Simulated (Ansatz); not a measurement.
Run report: Mo$_{8}$Te$_{16}$H, geometry relaxation (part 4 of 4)

Mo$_{8}$Te$_{16}$H (defect cell, 25 atoms in the cell); DFT PBE, scalar-relativistic, plane waves, PAW, spin-polarised (Ansatz 0.2.0); cutoff 420 eV, 2×2×2 k-mesh, Gaussian smearing of 0.01 eV, collinear spins. The structure derives from a Materials Project entry. It belongs to a series of runs on one base structure; here: H interstitial, charge +0, atoms relaxed at the host's cell.

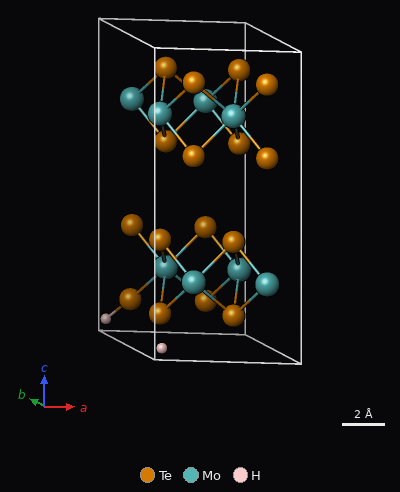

Fig. 1: The geometry at step 7 of the log (ball-and-stick view of the cell of the calculation, seen slightly off an axis).

**Trajectory as extended XYZ (Å, eV, eV/Å), 8 of the 11 frames kept, from step=1 to step=11**
```
25
Lattice="3.5567 -6.1603 0.0000 -7.1133 -0.0000 0.0000 0.0000 0.0000 -15.3316" Properties=species:S:1:pos:R:3:forces:R:3 step=1 energy=-151348.01665
Te   -1.7783   -1.0267   -5.6410   -0.0090   0.0071  -0.0129
Te    0.0000   -4.1069   -5.6410   -0.0064  -0.0223  -0.0079
Te   -5.3350   -1.0267   -5.6410    0.0286   0.0275   0.0250
Te   -3.5567   -4.1069   -5.6410    0.0324   0.0035   0.0737
Te    0.0105   -1.9882  -13.3136   -0.1181  -0.1253  -0.0476
Te    1.6928   -5.0410  -13.3322    0.8255  -0.7233   0.1094
Te   -3.5567   -2.0534  -13.3068    0.0184   0.0820   0.0012
Te   -1.7354   -5.0520  -13.4023   -0.4913  -0.5517   0.7496
Te    0.0000   -2.0534   -9.6907    0.0114   0.0004  -0.0114
Te    1.7783   -5.1336   -9.6907    0.0194  -0.0222  -0.0258
Te   -3.5567   -2.0534   -9.6907   -0.0021  -0.0330  -0.0231
Te   -1.7783   -5.1336   -9.6907   -0.0165  -0.0322  -0.0803
Te   -1.8192   -1.0296   -2.0202    0.3109   0.0501   0.0212
Te    0.0000   -4.1069   -2.0248   -0.1213  -0.0763   0.0039
Te   -5.3944   -1.0765   -2.0048    0.3244   0.5067  -0.0470
Te   -3.5944   -4.1036   -1.9495    0.2893  -0.1644  -0.5988
Mo   -1.7783   -1.0267  -11.4987   -0.1076   0.4222  -0.2974
Mo    0.0000   -4.1069  -11.4987   -0.3300   0.4990   0.2489
Mo   -5.3350   -1.0267  -11.4987    0.1365   0.5396  -0.3705
Mo   -3.5567   -4.1069  -11.4987    0.0348  -0.0367  -0.4589
Mo    0.0000   -2.0534   -3.8329   -0.3208  -0.0683   0.0496
Mo    1.7783   -5.1336   -3.8329    0.0450   0.0512   0.2591
Mo   -3.5567   -2.0534   -3.8329   -0.2851  -0.2152  -0.0288
Mo   -1.7783   -5.1336   -3.8329   -0.3037  -0.0918   0.5348
H     0.0521   -0.0647   -0.0592    0.0351  -0.0267  -0.0660
25
Lattice="3.5567 -6.1603 0.0000 -7.1133 -0.0000 0.0000 0.0000 0.0000 -15.3316" Properties=species:S:1:pos:R:3:forces:R:3 step=2 energy=-151348.01198 accepted=F
Te   -1.7911   -1.0228   -5.6288   -0.0494  -0.0337   0.1067
Te   -0.0155   -4.1206   -5.6173   -0.0210   0.0435   0.1103
Te   -5.3477   -1.0198   -5.6228   -0.1522  -0.1229   0.0161
Te   -3.5559   -4.1190   -5.6187   -0.1392  -0.0233  -0.1229
Te   -0.0158   -1.9969  -13.3316    0.1141  -0.3072  -0.0585
Te    1.8255   -5.1729  -13.2983   -0.6675   0.8061  -0.5814
Te   -3.5519   -2.0236  -13.3260   -0.0566  -0.0959  -0.2149
Te   -1.8273   -5.1626  -13.2787    0.5837   0.7458  -0.9250
Te    0.0038   -2.0160   -9.7107   -0.0284   0.1295  -0.0642
Te    1.7802   -5.1167   -9.7094   -0.1175   0.1873   0.0042
Te   -3.5607   -2.0484   -9.7204    0.0004   0.1434  -0.0343
Te   -1.7892   -5.1226   -9.7155    0.0604   0.2002   0.1259
Te   -1.7755   -1.0295   -2.0132   -0.1947  -0.0296   0.1679
Te   -0.0321   -4.1236   -2.0074    0.2440   0.1766   0.1790
Te   -5.3378   -0.9828   -2.0094   -0.2086  -0.6192   0.2878
Te   -3.5374   -4.1368   -2.0361   -0.4445   0.3191   0.6563
Mo   -1.7912   -0.9792  -11.5286    0.1783  -0.6393   0.5357
Mo   -0.0170   -4.0541  -11.5006    0.2367  -0.4490  -0.2157
Mo   -5.3246   -0.9734  -11.5401   -0.2336  -0.8436   0.6364
Mo   -3.5597   -4.0931  -11.5395   -0.0724   0.1152   0.5849
Mo   -0.0284   -2.0589   -3.8089    0.3234   0.0657  -0.0659
Mo    1.7729   -5.1317   -3.7999   -0.1139  -0.1249  -0.2590
Mo   -3.5863   -2.0717   -3.8329    0.3102   0.2525  -0.0019
Mo   -1.8090   -5.1464   -3.7866    0.4299   0.1132  -0.8145
H     0.0735   -0.0751   -0.0849    0.0185  -0.0095  -0.0533
25
Lattice="3.5567 -6.1603 0.0000 -7.1133 -0.0000 0.0000 0.0000 0.0000 -15.3316" Properties=species:S:1:pos:R:3:forces:R:3 step=4 energy=-151348.28925
Te   -1.7871   -1.0247   -5.5134   -0.0015  -0.0055   0.0164
Te   -0.0134   -4.1073   -5.5058   -0.0074  -0.0012   0.0190
Te   -5.3521   -1.0248   -5.5120   -0.0078  -0.0007   0.0178
Te   -3.5700   -4.1130   -5.5128    0.0007  -0.0030   0.0063
Te   -0.0057   -2.0283  -13.4405    0.0051  -0.0324   0.0014
Te    1.7764   -5.1152  -13.4358   -0.0464   0.0302  -0.0184
Te   -3.5608   -2.0347  -13.4383   -0.0035   0.0081  -0.0002
Te   -1.7880   -5.1159  -13.4371    0.0449   0.0293  -0.0220
Te   -0.0038   -2.0316   -9.8154   -0.0021   0.0163  -0.0225
Te    1.7774   -5.1161   -9.8123   -0.0041  -0.0001  -0.0221
Te   -3.5618   -2.0341   -9.8200   -0.0007   0.0157  -0.0212
Te   -1.7855   -5.1163   -9.8147    0.0007   0.0008  -0.0131
Te   -1.7914   -1.0272   -1.8894    0.0392   0.0218   0.0552
Te   -0.0144   -4.1082   -1.8855    0.0096   0.0073   0.0143
Te   -5.3546   -1.0231   -1.8856   -0.0944   0.0376   0.1045
Te   -3.5700   -4.1104   -1.8886   -0.0097  -0.0177   0.0476
Mo   -1.7818   -1.0050  -11.6299    0.0051  -0.0244   0.0146
Mo   -0.0036   -4.0880  -11.6133   -0.0005  -0.0071  -0.0035
Mo   -5.3415   -1.0045  -11.6318   -0.0066  -0.0306   0.0213
Mo   -3.5615   -4.0881  -11.6284   -0.0011  -0.0045   0.0024
Mo   -0.0140   -2.0525   -3.6945    0.0088  -0.0050   0.0097
Mo    1.7648   -5.1345   -3.6955   -0.0157   0.0074   0.0096
Mo   -3.5701   -2.0554   -3.7188    0.0242  -0.0119  -0.0746
Mo   -1.7939   -5.1350   -3.6937    0.0200   0.0032  -0.0108
H     0.1085   -0.1045   -0.1532    0.0431  -0.0336  -0.1316
25
Lattice="3.5567 -6.1603 0.0000 -7.1133 -0.0000 0.0000 0.0000 0.0000 -15.3316" Properties=species:S:1:pos:R:3:forces:R:3 step=5 energy=-151348.33013
Te   -1.7896   -1.0230   -5.4864   -0.0075  -0.0049   0.0141
Te   -0.0168   -4.1049   -5.4793    0.0062  -0.0022   0.0053
Te   -5.3562   -1.0221   -5.4855    0.0081  -0.0068   0.0235
Te   -3.5721   -4.1108   -5.4866   -0.0020   0.0100   0.0108
Te   -0.0055   -2.0350  -13.4558   -0.0039  -0.0186   0.0295
Te    1.7704   -5.1133  -13.4525   -0.0168   0.0181   0.0106
Te   -3.5622   -2.0333  -13.4544    0.0010  -0.0083   0.0020
Te   -1.7824   -5.1142  -13.4525    0.0144   0.0228   0.0094
Te   -0.0052   -2.0285   -9.8314   -0.0006  -0.0050  -0.0051
Te    1.7779   -5.1171   -9.8303   -0.0016   0.0029  -0.0077
Te   -3.5622   -2.0332   -9.8385   -0.0013  -0.0018  -0.0106
Te   -1.7880   -5.1171   -9.8313    0.0003   0.0026  -0.0056
Te   -1.7879   -1.0218   -1.8598   -0.0023   0.0074   0.0349
Te   -0.0158   -4.1054   -1.8583    0.0074  -0.0001   0.0099
Te   -5.3689   -1.0137   -1.8504   -0.1236   0.0601   0.1376
Te   -3.5725   -4.1103   -1.8617   -0.0087   0.0124   0.0363
Mo   -1.7817   -1.0064  -11.6469    0.0020  -0.0031   0.0096
Mo   -0.0047   -4.0877  -11.6260    0.0035  -0.0057  -0.0542
Mo   -5.3431   -1.0062  -11.6474   -0.0036  -0.0042   0.0114
Mo   -3.5621   -4.0886  -11.6465   -0.0014  -0.0028   0.0134
Mo   -0.0161   -2.0504   -3.6674    0.0108   0.0022   0.0264
Mo    1.7615   -5.1315   -3.6692   -0.0276   0.0135   0.0220
Mo   -3.5737   -2.0516   -3.6927    0.0478  -0.0266  -0.1046
Mo   -1.7954   -5.1323   -3.6675    0.0097  -0.0039   0.0242
H     0.1544   -0.1401   -0.2879    0.0895  -0.0582  -0.2432
25
Lattice="3.5567 -6.1603 0.0000 -7.1133 -0.0000 0.0000 0.0000 0.0000 -15.3316" Properties=species:S:1:pos:R:3:forces:R:3 step=7 energy=-151348.54942
Te   -1.8051   -1.0253   -5.4505   -0.0179  -0.0175   0.0336
Te   -0.0256   -4.0992   -5.4517    0.0138  -0.0080  -0.0321
Te   -5.3613   -1.0180   -5.4471    0.0143  -0.0064   0.0456
Te   -3.5767   -4.0939   -5.4513    0.0086   0.0288   0.0373
Te   -0.0080   -2.0423  -13.4593   -0.0042  -0.0097   0.0468
Te    1.7701   -5.1137  -13.4605   -0.0065   0.0058   0.0123
Te   -3.5640   -2.0340  -13.4609   -0.0057   0.0022   0.0100
Te   -1.7803   -5.1110  -13.4574    0.0106   0.0144   0.0256
Te   -0.0066   -2.0312   -9.8415   -0.0001   0.0006   0.0127
Te    1.7769   -5.1171   -9.8404    0.0057  -0.0055   0.0105
Te   -3.5638   -2.0330   -9.8479   -0.0033  -0.0015   0.0050
Te   -1.7873   -5.1156   -9.8411   -0.0052  -0.0054   0.0091
Te   -1.7807   -1.0092   -1.8275   -0.2534  -0.0607  -0.0505
Te   -0.0207   -4.1001   -1.8296    0.0175  -0.0144  -0.0285
Te   -5.4541   -0.9650   -1.7897    0.0167  -0.0060   0.1114
Te   -3.5794   -4.1146   -1.8308   -0.0643   0.2267  -0.0266
Mo   -1.7825   -1.0068  -11.6543   -0.0080  -0.0040   0.0187
Mo   -0.0036   -4.0898  -11.6379    0.0008  -0.0020  -0.0663
Mo   -5.3453   -1.0060  -11.6552    0.0107  -0.0097   0.0317
Mo   -3.5631   -4.0895  -11.6538   -0.0028   0.0054   0.0221
Mo   -0.0261   -2.0437   -3.6367    0.0139   0.0456   0.0072
Mo    1.7531   -5.1246   -3.6398   -0.0261   0.0209   0.0069
Mo   -3.5848   -2.0436   -3.6484    0.1340  -0.0768  -0.1326
Mo   -1.8053   -5.1247   -3.6360   -0.0366  -0.0294   0.0173
H     0.3263   -0.2465   -0.6170    0.1874  -0.0933  -0.1271
25
Lattice="3.5567 -6.1603 0.0000 -7.1133 -0.0000 0.0000 0.0000 0.0000 -15.3316" Properties=species:S:1:pos:R:3:forces:R:3 step=8 energy=-151348.58790
Te   -1.8023   -1.0201   -5.5557    0.0225  -0.0089   0.0088
Te   -0.0373   -4.0944   -5.5353   -0.0106   0.0056  -0.0457
Te   -5.3609   -1.0214   -5.5326   -0.0166   0.0090  -0.0332
Te   -3.5810   -4.1086   -5.5560    0.0148  -0.0093   0.0116
Te   -0.0180   -2.0358  -13.3553    0.0116   0.0134  -0.0311
Te    1.7629   -5.1103  -13.3632   -0.0005  -0.0020  -0.0063
Te   -3.5747   -2.0294  -13.3619   -0.0006   0.0013   0.0006
Te   -1.7894   -5.1051  -13.3547   -0.0115  -0.0204  -0.0343
Te   -0.0162   -2.0289   -9.7439    0.0012  -0.0041   0.0173
Te    1.7678   -5.1136   -9.7414   -0.0085   0.0048   0.0078
Te   -3.5732   -2.0301   -9.7451   -0.0020   0.0026   0.0047
Te   -1.7949   -5.1105   -9.7437    0.0040   0.0004   0.0148
Te   -1.8310   -1.0163   -1.9306    0.1242   0.0184   0.0393
Te   -0.0321   -4.0955   -1.9237   -0.0142  -0.0126   0.0211
Te   -5.4250   -0.9880   -1.8987   -0.2080   0.1515   0.2402
Te   -3.6009   -4.0916   -1.9281    0.0584  -0.0810   0.0348
Mo   -1.7946   -1.0028  -11.5538   -0.0024  -0.0010   0.0129
Mo   -0.0104   -4.0862  -11.5452    0.0037  -0.0036   0.0271
Mo   -5.3523   -1.0026  -11.5533   -0.0026   0.0025   0.0109
Mo   -3.5732   -4.0839  -11.5535    0.0009   0.0010   0.0099
Mo   -0.0366   -2.0339   -3.7239   -0.0195  -0.0081  -0.0192
Mo    1.7417   -5.1222   -3.7353   -0.0101  -0.0130  -0.0162
Mo   -3.5684   -2.0603   -3.7686    0.0021   0.0029  -0.1449
Mo   -1.8199   -5.1271   -3.7223   -0.0011   0.0024  -0.0353
H     0.5220   -0.2799   -0.6405    0.0649  -0.0517  -0.0953
25
Lattice="3.5567 -6.1603 0.0000 -7.1133 -0.0000 0.0000 0.0000 0.0000 -15.3316" Properties=species:S:1:pos:R:3:forces:R:3 step=10 energy=-151348.59854
Te   -1.7845   -1.0183   -5.5865    0.0081   0.0024   0.0019
Te   -0.0290   -4.0906   -5.5663   -0.0050  -0.0006  -0.0020
Te   -5.3534   -1.0168   -5.5682   -0.0023   0.0053  -0.0048
Te   -3.5670   -4.1064   -5.5857    0.0045  -0.0096   0.0000
Te   -0.0237   -2.0388  -13.3254    0.0000  -0.0019   0.0010
Te    1.7556   -5.1157  -13.3304   -0.0003   0.0001   0.0021
Te   -3.5810   -2.0347  -13.3277    0.0004  -0.0005   0.0023
Te   -1.7987   -5.1132  -13.3251    0.0005   0.0004  -0.0003
Te   -0.0232   -2.0351   -9.7095    0.0004  -0.0015   0.0019
Te    1.7586   -5.1175   -9.7084   -0.0016   0.0008   0.0003
Te   -3.5801   -2.0352   -9.7112    0.0000   0.0003  -0.0001
Te   -1.8017   -5.1156   -9.7094    0.0015   0.0003   0.0017
Te   -1.8159   -1.0112   -1.9627    0.0035  -0.0038  -0.0021
Te   -0.0215   -4.0945   -1.9530    0.0014  -0.0026   0.0048
Te   -5.4345   -0.9703   -1.8937   -0.0233   0.0164   0.0412
Te   -3.5888   -4.0828   -1.9628    0.0036  -0.0011   0.0017
Mo   -1.8007   -1.0080  -11.5202   -0.0007  -0.0004   0.0049
Mo   -0.0193   -4.0910  -11.5142   -0.0006   0.0003   0.0066
Mo   -5.3595   -1.0079  -11.5193    0.0008  -0.0003   0.0006
Mo   -3.5800   -4.0897  -11.5199    0.0003   0.0003   0.0023
Mo   -0.0201   -2.0284   -3.7497   -0.0070  -0.0142  -0.0212
Mo    1.7519   -5.1187   -3.7668   -0.0077   0.0022  -0.0046
Mo   -3.5602   -2.0515   -3.8107   -0.0076   0.0061   0.0289
Mo   -1.8103   -5.1299   -3.7484    0.0132   0.0148  -0.0435
H     0.4892   -0.2767   -0.6912    0.0178  -0.0132  -0.0236
25
Lattice="3.5567 -6.1603 0.0000 -7.1133 -0.0000 0.0000 0.0000 0.0000 -15.3316" Properties=species:S:1:pos:R:3:forces:R:3 step=11 energy=-151348.59933
Te   -1.7853   -1.0171   -5.5970   -0.0017  -0.0001  -0.0031
Te   -0.0292   -4.0891   -5.5805    0.0006   0.0003  -0.0040
Te   -5.3543   -1.0148   -5.5811    0.0023  -0.0018  -0.0004
Te   -3.5678   -4.1043   -5.5969   -0.0007   0.0018  -0.0028
Te   -0.0226   -2.0407  -13.3119    0.0007   0.0010   0.0019
Te    1.7566   -5.1174  -13.3163    0.0009  -0.0006   0.0005
Te   -3.5796   -2.0366  -13.3139   -0.0005   0.0002   0.0010
Te   -1.7975   -5.1149  -13.3119   -0.0005  -0.0014   0.0018
Te   -0.0219   -2.0369   -9.6957    0.0001  -0.0002   0.0019
Te    1.7594   -5.1191   -9.6950    0.0001  -0.0001   0.0024
Te   -3.5789   -2.0370   -9.6979   -0.0001  -0.0001   0.0033
Te   -1.8004   -5.1174   -9.6957    0.0002  -0.0001   0.0019
Te   -1.8161   -1.0102   -1.9753   -0.0010  -0.0008  -0.0024
Te   -0.0218   -4.0936   -1.9646   -0.0012   0.0010  -0.0032
Te   -5.4373   -0.9667   -1.9023   -0.0008   0.0005  -0.0074
Te   -3.5890   -4.0813   -1.9755    0.0000   0.0020  -0.0032
Mo   -1.7994   -1.0099  -11.5063   -0.0003   0.0000   0.0004
Mo   -0.0185   -4.0926  -11.5006   -0.0003   0.0001   0.0002
Mo   -5.3583   -1.0096  -11.5058    0.0003  -0.0003  -0.0008
Mo   -3.5786   -4.0916  -11.5063   -0.0002   0.0003   0.0009
Mo   -0.0203   -2.0283   -3.7629    0.0039  -0.0004   0.0065
Mo    1.7505   -5.1168   -3.7791   -0.0006   0.0010   0.0009
Mo   -3.5627   -2.0488   -3.8204    0.0005  -0.0015  -0.0071
Mo   -1.8094   -5.1274   -3.7632    0.0017  -0.0023   0.0084
H     0.4844   -0.2764   -0.7103   -0.0035   0.0015   0.0022
```

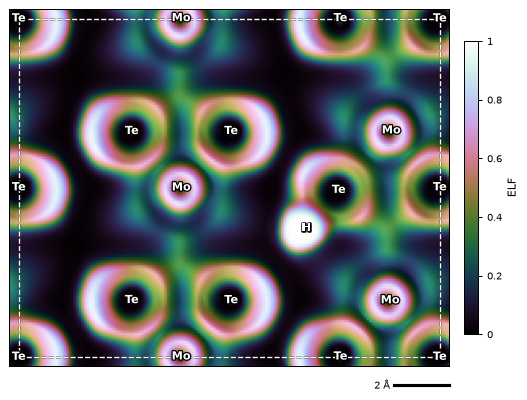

Fig. 2: Electron localisation function on the (110) plane of the calculation cell. Atoms in the plane: Te, Mo and H. Te–H (1.82 Å): the ELF climbs to about 1 towards the hydrogen, as it does in any bond to H. Te–Mo (2.72 Å): the ELF is about 0.55 at the midpoint. Te–Mo (2.89 Å): the ELF is about 0.40 at the midpoint and 0.25 at its lowest between the atoms. The strong features right at Mo lie inside the PAW spheres (semicore, d or f shells) and say nothing about bonding. The fields are those of the smooth PAW valence density.

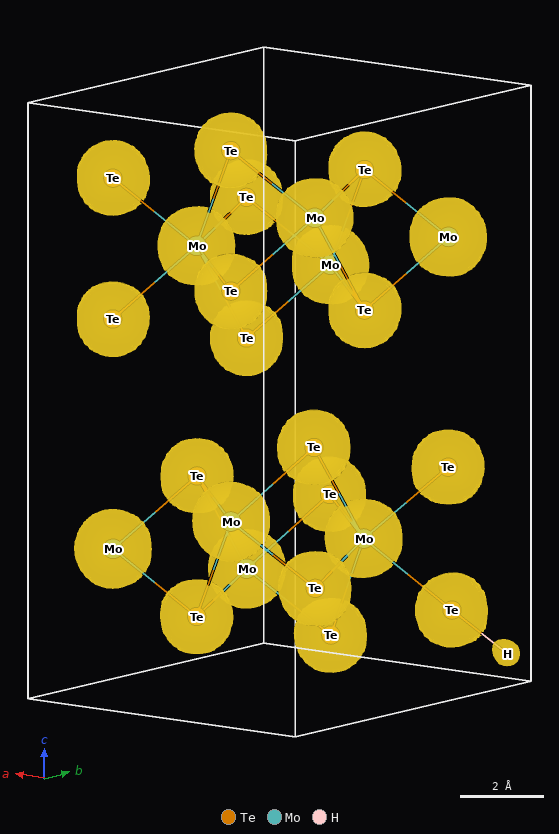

Fig. 3: Isosurface of the valence electron density at 0.8 e/Å³ (yellow), seen at an oblique angle. Sticks mark near contacts. The outline is the calculation cell. At this value the density breaks into separate islands; it holds about 65 % of the electrons treated as valence (semicore included). It is pinched off along the Te–H (1.82 Å), Te–Mo (2.72 Å) and Te–Mo (2.89 Å) contacts. On the grid the lowest density along these lines, outside the cores, is 0.69 e/Å³ (Te–H, 1.82 Å), 0.45 e/Å³ (Te–Mo, 2.72 Å) and 0.3 e/Å³ (Te–Mo, 2.89 Å).
